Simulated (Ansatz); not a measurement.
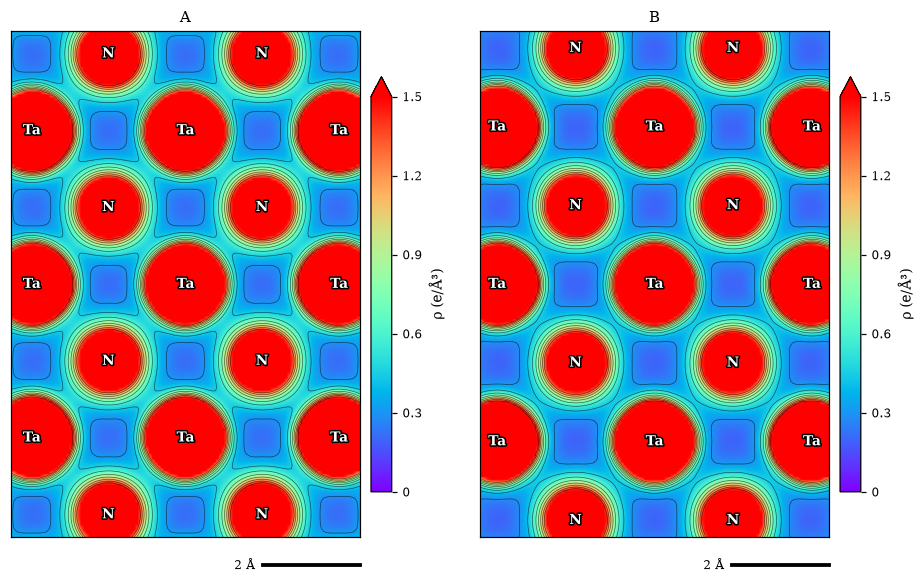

TaN. The valence charge density (pseudo) of two cells that differ in size and shape, on the (110) plane of each (indices in the axes of the calculation cell), at one length scale and on one colour scale; one has 10.6 and the other 11.1 Å³ an atom.

Space group I4/mmm.

Method: Ansatz 0.2.0, DFT r2SCAN, scalar-relativistic, plane waves, PAW.

Which is the denser cell? Describe the effect of the change.

Panel A is the smaller cell, by 5 % in volume. From the larger cell to the smaller, Ta–N goes from 2.29 to 2.23 Å, and the density at its midpoint from 0.44 to 0.49 e/Å³; the pressure goes from −10 to 2.9 GPa.
